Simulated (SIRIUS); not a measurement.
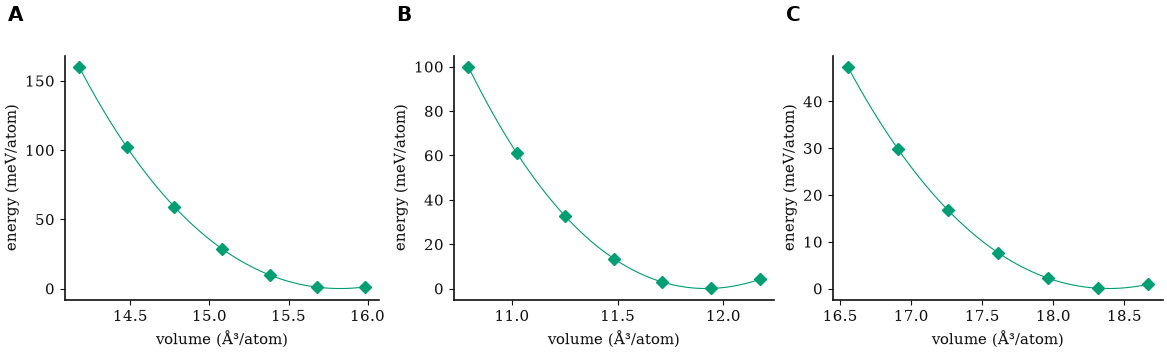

Each panel shows the energy against volume for one of these solids: HfN, Fm-3m (No. 225); MgS, Fm-3m (No. 225); Pt, Fm-3m (No. 225).

Computed with SIRIUS 7.12.0: plane-wave DFT, no spin polarisation; energies at scaled volumes of the given cell, shape and fractions fixed, counted from the fit's minimum, third-order Birch-Murnaghan fit. Level: RPBE.

> Match the panels to the solids.

A is Pt (energy from 1 meV/atom to 160 meV/atom, V0 15.83 Å³/atom, B0 235 GPa); B is HfN (energy from 0.04 meV/atom to 99.97 meV/atom, V0 11.92 Å³/atom, B0 253 GPa); C is MgS (energy from 0.06 meV/atom to 47.42 meV/atom, V0 18.39 Å³/atom, B0 69.6 GPa).

For Pt, limits of the calculation: coarse k mesh; spin-orbit coupling left out, heavy elements.
